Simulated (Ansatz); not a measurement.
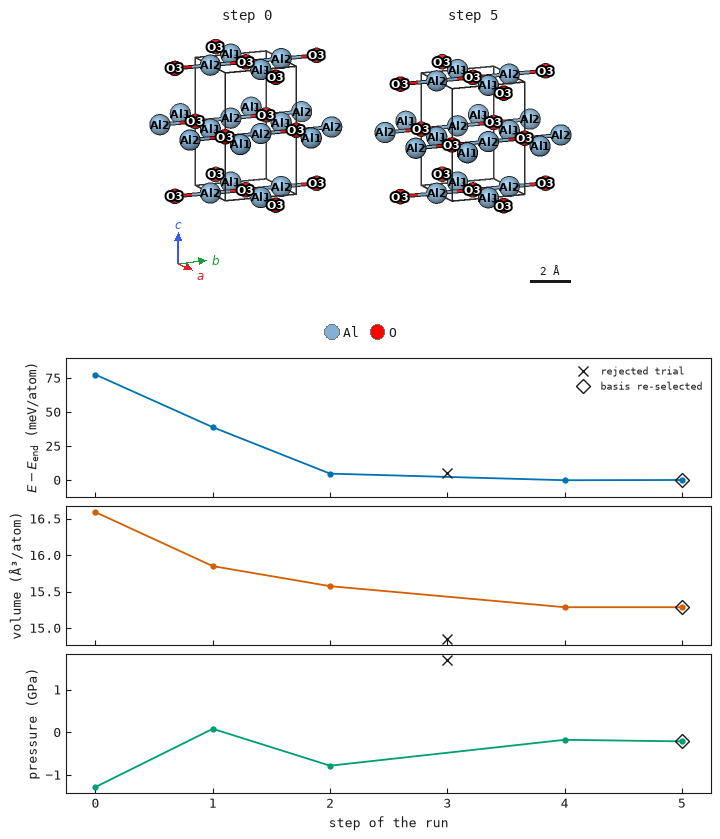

First and last geometry of a relaxation of crystalline Al2O (a generated structure, set up in I4/mmm) (coarse preliminary run), with the history of the run. The picture is a ball-and-stick view of the conventional cell (2 times the calculation's cell), seen slightly off an axis. Lengths and directions refer to the drawn axes.

Theory: Ansatz, DFT PBE, scalar-relativistic, plane waves, PAW.

Input
```yaml
crystal:
  lattice:
    - [-1.94061569, 1.94061569, 3.30376393]
    - [1.94061569, -1.94061569, 3.30376393]
    - [1.94061569, 1.94061569, -3.30376393]
  atoms:
    - { symbol: Al, position: [0.5, 0.0, 0.5] }
    - { symbol: Al, position: [0.0, 0.5, 0.5] }
    - { symbol: O, position: [0.5, 0.5, 0.0] }
basis:
  ecutwfc: 420
kpoints:
  mp_grid: { grid: [6, 6, 6] }
hamiltonian:
  xc: pbe
scf:
  occupations: { method: gaussian, width: 0.1 }
  lower_state_search: "off"
output:
  forces: true
  stress: true
  eigenvalues: true
relax:
  adjacent_minimum: "off"
  f_tol: 0.04
  max_steps: 70
  cell: { stress_tol: 0.4 }
```

Command:
```bash
ansatz run input.yaml --threads 1 --pin off --max-ram 2560MiB --backend cpu --events-out ev --progress --plain --runs-dir out
```

> Did the run converge, and what did it change?

It converged. After 3 accepted moves (5 points after the start) the energy has fallen by 77.4 meV per atom. All forces vanish by symmetry, so only the cell relaxes. The pressure goes from −1.29 to −0.21 GPa. The line search rejected the trial step at point 3 of the run. The SCF was repeated once at an unchanged geometry on a basis and grid sized afresh for the cell, which shifted the energy by 0.2 meV per atom at most. The atoms keep their places relative to the cell (all moves are under 0.005 Å). The drawn cell changes as follows: a = b 3.881 → 3.973 Å (+2.4 %), c 6.608 → 5.809 Å (−12.1 %); the volume changes by −7.9 %. Some distances before and after: Al1–O3 1.941 → 1.987 Å. The space group stays I4/mmm (No. 139).
